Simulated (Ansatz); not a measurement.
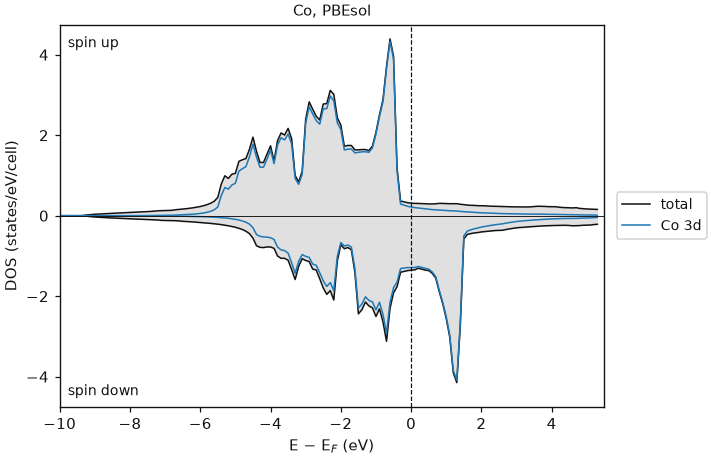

Density of states. Energies are counted from the Fermi level. The partial curves are projected on Löwdin-orthogonalised atomic shells. Spin-down states are drawn negative.

System: Co, space group P6_3/mmc, 2 atoms in the cell.

Space group P6_3/mmc (No. 194). a = 2.456 Å, b = 2.456 Å, c = 3.969 Å, α = 90.00°, β = 90.00°, γ = 120.00°
```tsv
atom	site	symmetry	x	y	z
Co	2d	-6m2	0.6667	0.3333	0.2500
```

Level of theory: DFT PBEsol, scalar-relativistic, plane waves, PAW, spin-polarised, 18×18×10 k mesh, 420 eV cutoff; code Ansatz 0.2.0.

Question: Metal or insulator, and how many states lie at the Fermi level?

Answer: It is a metal. The density of states at the Fermi level is about 1.7 per eV and cell (mean within 0.25 eV), or 0.83 per atom.

Question: How spin-polarised are the states at the Fermi level?

Answer: At the Fermi level spin up gives about 0.32 and spin down about 1.4 states per eV, a polarisation (up − down)/(up + down) of about −0.6.

Question: Where is the centre of the Co 3d band?

Answer: Over the range shown, the centre of the Co 3d weight lies 1.5 eV below the Fermi level, and about 80 % of the shell is filled. The centres of the two spins are 1.6 eV apart (the exchange splitting).

Question: Is the cell magnetic? Give the net moment.

Answer: The two spin channels differ: the cell has a net moment of 3.1 μB, with spin up in the majority.
